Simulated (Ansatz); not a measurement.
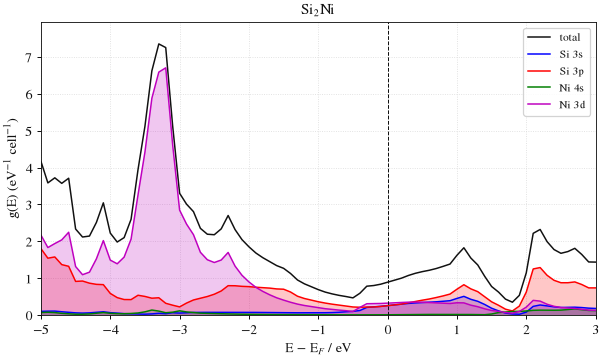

Density of states. Energies are counted from the Fermi level. The partial curves are projected on Löwdin-orthogonalised atomic shells.

The material is Si₂Ni, space group Fm-3m (No. 225), 3 atoms in the cell.

Ansatz 0.2.0; DFT PBE, scalar-relativistic, plane waves, PAW, no spin polarisation, 14×14×14 k mesh.

**Metal or insulator, and how many states lie at the Fermi level?**

It is a metal. The density of states at the Fermi level is about 0.89 per eV and cell (mean within 0.25 eV), or 0.3 per atom.

**Where is the tallest peak in the window, and which states make it?**

The tallest peak in the window is at −3.3 eV; by projected weight it is Ni 3d almost alone.

**Which states dominate at the Fermi level?**

By projected weight, the states within 0.3 eV of the Fermi level are Ni 3d (40 %), Si 3s (30 %) and Si 3p (30 %).

The run has no spin polarisation, so a magnetic state may lie lower.
